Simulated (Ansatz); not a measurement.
**Energy of CoSn along a shift of atoms along one path**

System: CoSn (6 atoms in the cell).
Method: DFT PBEsol, scalar-relativistic, plane waves, PAW, no spin polarisation (Ansatz 0.2.0).

The 6 runs differ only in the geometry, by a shift of atoms along one path in a fixed cell. The shift s is measured from run 4: Sn6 moves along the Cartesian direction (0.00, 0.00, 1.00), and Co1, Co2, Co3, Sn4 and Sn5 with it in fixed proportion. The structure derives from a Materials Project entry.

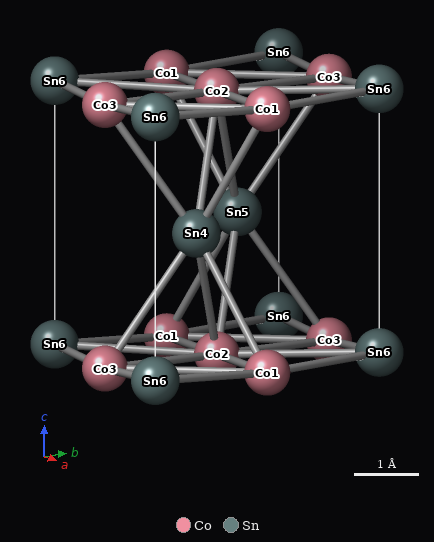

Figure 1. The structure of run 4 (ball-and-stick view of the cell of the calculation, seen slightly off an axis; atoms are numbered from 1 in the order of the input). An atom can appear more than once, as a periodic image.

### Input of run 4
```yaml
crystal:
  lattice:
    - [5.219715824, 0.0, 0.0]
    - [-2.609857912, 4.5204065041, 0.0]
    - [0.0, 0.0, 4.1684718855]
  atoms:
    - { symbol: Co, position: [0.0, 0.5, -0.0051777223] }
    - { symbol: Co, position: [0.5, 0.5, -0.0051777223] }
    - { symbol: Co, position: [0.5, 0.0, -0.0051777223] }
    - { symbol: Sn, position: [0.6666666667, 0.3333333333, 0.4948595927] }
    - { symbol: Sn, position: [0.3333333333, 0.6666666667, 0.4948595927] }
    - { symbol: Sn, position: [0.0, 0.0, 0.0179922048] }
basis:
  ecutwfc: 420
kpoints:
  mp_grid: { grid: [12, 12, 12] }
hamiltonian:
  xc: pbesol
scf:
  occupations: { method: gaussian, width: 0.15 }
output:
  forces: true
  stress: true
  eigenvalues: true
```

Command:
```bash
ansatz run input.yaml --threads 2 --pin off --max-ram 5120MiB --backend cpu --events-out ev --progress --plain --runs-dir out
```

Lattice vectors (Å) and fractional positions of run 4:
```
   5.219716    0.000000    0.000000
  -2.609858    4.520407    0.000000
   0.000000    0.000000    4.168472
Co -0.000000  0.500000 -0.005178
Co  0.500000  0.500000 -0.005178
Co  0.500000  0.000000 -0.005178
Sn  0.666667  0.333333  0.494860
Sn  0.333333  0.666667  0.494860
Sn  0.000000  0.000000  0.017992
```

Run 3 differs from it as follows:
```diff
-    - { symbol: Co, position: [0.0, 0.5, -0.0051777223] }
-    - { symbol: Co, position: [0.5, 0.5, -0.0051777223] }
-    - { symbol: Co, position: [0.5, 0.0, -0.0051777223] }
-    - { symbol: Sn, position: [0.6666666667, 0.3333333333, 0.4948595927] }
-    - { symbol: Sn, position: [0.3333333333, 0.6666666667, 0.4948595927] }
-    - { symbol: Sn, position: [0.0, 0.0, 0.0179922048] }
+    - { symbol: Co, position: [0.0, 0.5, -0.0020710889] }
+    - { symbol: Co, position: [0.5, 0.5, -0.0020710889] }
+    - { symbol: Co, position: [0.5, 0.0, -0.0020710889] }
+    - { symbol: Sn, position: [0.6666666667, 0.3333333333, 0.4979438371] }
+    - { symbol: Sn, position: [0.3333333333, 0.6666666667, 0.4979438371] }
+    - { symbol: Sn, position: [0.0, 0.0, 0.0071968819] }
```

### Results, with one run withheld

| run | shift s of Sn6 (Å) | free energy per atom, from the lowest run given (meV) | pressure (GPa) | force along the path (eV/Å) |
| --- | --- | --- | --- | --- |
| 1 | −0.1950 | 5.78 | 0.01 | 0.765 |
| 2 | −0.1350 | 0.00 | 0.03 | 0.388 |
| 3 | −0.0450 | ? | ? | ? |
| 4 | 0.0000 | 1.09 | 0.03 | −0.484 |
| 5 | 0.0150 | 2.42 | 0.02 | −0.579 |
| 6 | 0.0300 | 3.98 | 0.01 | −0.672 |

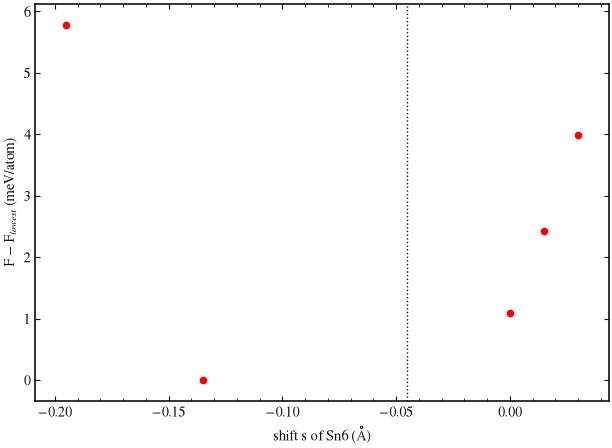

Figure 2. Free energy per atom of the runs given; the dotted line marks run 3.

Fit the runs given and predict run 3.

A cubic polynomial in the coordinate, fitted to the 5 runs given, misses them by under 0.01 meV per atom. With x = s + 0.0570, it reads F = −1.7477 + 19.342 x + 534.93 x² − 3.7005 x³ (meV per atom). At run 3 it gives −1.44 meV per atom, and the run itself gives −1.46. The slope of the fit gives a force −dF/ds of −0.193 eV/Å along the path (summed over the atoms that move), and the printed forces give −0.195 eV/Å. The fit has its minimum at s = −0.0751 Å.

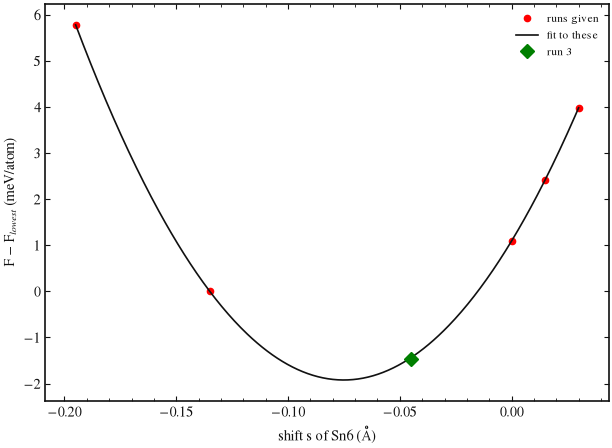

Figure 3. The fit and the withheld run.

### Output, shortened to warnings, some set-up lines, iterations and results (run 3)
```
Basis set: ecut = 420 eV, 1915 PW (Γ), exchange–correlation on 72×72×60 points (8 copies of the dense FFT grid, shifted against one another)
Symmetry: 12 space group operations
k-points: 133 of 1728 (time reversal used)
Initial density: superposition of atomic densities (neutral atoms: chi_scale 0, normalization atom), corrected by the library's trained network
[...]
SCF iter   1: F=—  HF=-33129.255285 eV  |F-HF|=—  |Δ(HF+E_count)|=         —  Δρ=1.24e-2  dr2=7.80e-2  ethr=1.77e-3  ⟨swp⟩=6.7  Hψ=29328  notcnv=0  defer=4
SCF iter   2: F=—  HF=-33129.275052 eV  |F-HF|=—  |Δ(HF+E_count)|=   1.98e-2  Δρ=2.02e-2  dr2=2.22e-1  ethr=8.39e-5  ⟨swp⟩=2.0  Hψ=15812  notcnv=0  defer=276
SCF iter   3: F=—  HF=-33129.240978 eV  |F-HF|=—  |Δ(HF+E_count)|=   3.41e-2  Δρ=5.55e-3  dr2=2.08e-2  ethr=8.39e-5  ⟨swp⟩=2.0  Hψ=14331  notcnv=0  defer=276
SCF iter   4: F=—  HF=-33129.238955 eV  |F-HF|=—  |Δ(HF+E_count)|=   2.02e-3  Δρ=1.95e-3  dr2=2.29e-3  ethr=2.24e-5  ⟨swp⟩=1.1  Hψ=7379  notcnv=0  defer=245
SCF iter   5: F=—  HF=-33129.238667 eV  |F-HF|=—  |Δ(HF+E_count)|=   2.88e-4  Δρ=2.75e-4  dr2=4.97e-5  ethr=2.46e-6  ⟨swp⟩=2.0  Hψ=8698  notcnv=0  defer=245
SCF iter   6: F=—  HF=-33129.238650 eV  |F-HF|=—  |Δ(HF+E_count)|=   1.68e-5  Δρ=5.51e-5  dr2=2.03e-6  ethr=5.34e-8  ⟨swp⟩=2.0  Hψ=12353  notcnv=0  defer=245
SCF iter   7: F=—  HF=-33129.238650 eV  |F-HF|=—  |Δ(HF+E_count)|=   1.17e-7  Δρ=3.29e-5  dr2=7.44e-7  ethr=2.18e-9  ⟨swp⟩=1.5  Hψ=7353  notcnv=0  defer=245
SCF iter   8: F=-33129.238650 eV  HF=-33129.238650 eV  |F-HF|=5.26e-9  |Δ(HF+E_count)|=   4.20e-8  Δρ=2.83e-6  dr2=9.93e-9  ethr=1.08e-10  ⟨swp⟩=8.4  Hψ=34422  notcnv=0
SCF 1 converged in 8 iterations: F = -33129.238650 eV  dr2 = 9.93e-9
SCF converged after 8 iterations
Free energy (F): -33129.238650 eV
Harris-Foulkes:  -33129.238650 eV  (|F-HF|=5.26e-9)
Internal energy: -33129.199301 eV  (E = F + TS)
E sigma→0 (E₀):  -33129.218975 eV
Entropy (-TS):   -0.039349 eV (-6.558 meV/atom)
Fermi energy:    15.270831 eV
--- Per-component energies (eV) ---
  E_band       = -932.804935
  E_kinetic    = 1938.795584
  E_local      = -13203.896801  (includes V_loc(G=0)·N_el)
  E_nonlocal   = 1292.465178
  E_hartree    = 6252.755884
  E_xc         = -1612.996315
  E_vxc        = -907.867855  (∫ρ·V_xc dr)
  E_paw        = -16662.079758  (= ΣΔE_a)
  E_vpaw       = -2557.805021  (= ΣTr[D̂ρ^β])
  E_aug_tail   = 0.000202  (compensation charges beyond the density's cutoff)
  E_ewald      = -11135.663052
  E_core_change = 1.419777  (= ΣΔE_core)
  E_smearing   = -0.039349  (= −TS)
  E_closure    = 0.000000  (closes the sum)
  Σ components = -33129.238650   (vs F -33129.238650, Δ=0.00e0)
--- Forces (eV/Å), atoms counted from 1 ---
  atom   1  Co    -0.00000000    -0.00000000     0.02169683
  atom   2  Co     0.00000000     0.00000000     0.02169683
  atom   3  Co    -0.00000000     0.00000000     0.02169683
  atom   4  Sn     0.00000000    -0.00000000     0.04325891
  atom   5  Sn     0.00000000     0.00000000     0.04325891
  atom   6  Sn     0.00000000     0.00000000    -0.15143861
  max |Σ_I F_I| component: 1.70e-4 eV/Å
--- Stress (GPa, compression-positive) ---
       -0.046774       0.000000       0.000000
        0.000000      -0.046774      -0.000000
        0.000000       0.000000       0.218722
  P = ⅓ Tr σ = 0.0417 GPa (0.417 kbar)
```

Notes: The run has no spin polarisation, so a magnetic state may lie lower.
